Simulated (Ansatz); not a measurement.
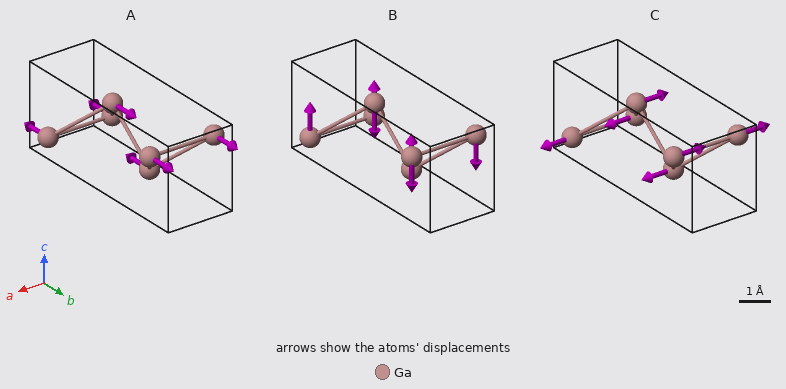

Three optical modes of a crystal of Ga relaxed at 5 GPa at the zone centre, in no order. The purple arrows are the displacements of the atoms (eigenvector over the root of the mass), of arbitrary overall length and sign. The picture is a ball-and-stick view of the conventional cell (2 times the calculation's cell), seen from a free direction. Lengths and directions refer to the drawn axes.

Computed with Ansatz 0.2.0, DFT LDA, scalar-relativistic, plane waves, PAW. Settings: plane-wave cutoff 420 eV; k-point mesh 16 × 16 × 14; occupations fermi dirac; smearing width 0.15 eV; target pressure 5 GPa; no spin polarisation.

The frequencies depend somewhat on the k-mesh and the smearing.

Rank the modes by frequency, softest first.

C (54 cm⁻¹), B (141 cm⁻¹), A (219 cm⁻¹). C, B₁g: All motion is along a; atoms of one kind move against one another, with no net shift of their sublattice. B, B₃g: All motion is along c; atoms of one kind move against one another, with no net shift of their sublattice. A, A_g: All motion is along b; atoms of one kind move against one another, with no net shift of their sublattice. The crystal is metallic in this run.
